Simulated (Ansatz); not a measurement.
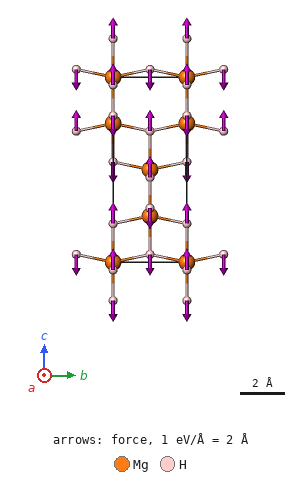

Starting geometry of a crystal of MgH2 (built on the anatase type) with the computed forces as purple arrows. The picture is a ball-and-stick view of the conventional cell (2 times the calculation's cell), seen along the a axis. Lengths and directions refer to the drawn axes.

Theory: Ansatz, DFT, PBEsol, plane waves, PAW. Settings: plane-wave cutoff 420 eV; k-point mesh 8 × 8 × 8; occupations fermi dirac; smearing width 0.03 eV; no spin polarisation; cell and atoms relaxed; force threshold 0.01 eV/Å; at most 120 steps.

Is this structure relaxed? If not, where do the atoms go?

It isn't relaxed: the largest force vector, on H atoms, is 0.49 eV/Å. The atoms end up moving mostly along the starting forces (cosine between the two patterns 1.00). Over 6 accepted moves (8 points after the start) the energy falls by 187 meV per atom. The largest force component goes from 0.49 to 0.0014 eV/Å. The pressure goes from 24.83 to 0.01 GPa. At 2 points the geometry stayed and the basis and grid were re-selected for the new cell (energy shift of 5.2 meV per atom at most each time). The largest moves relative to the cell, 0.035 Å, are those of H atoms. Mg stays in place. Cell: a = b 3.404 → 3.797 Å (+11.5 %), c 8.544 → 9.341 Å (+9.3 %). Volume +36.0 %. Among the contacts that change: Mg–Mg 2.731 → 3.010 Å, H–Mg 1.777 → 1.978 Å, H–Mg 1.739 → 1.932 Å. Bond angles that change, for instance: Mg–H–Mg 156.2° → 158.7°, H–Mg–H 156.2° → 158.7°. The space group stays I4_1/amd (No. 141).
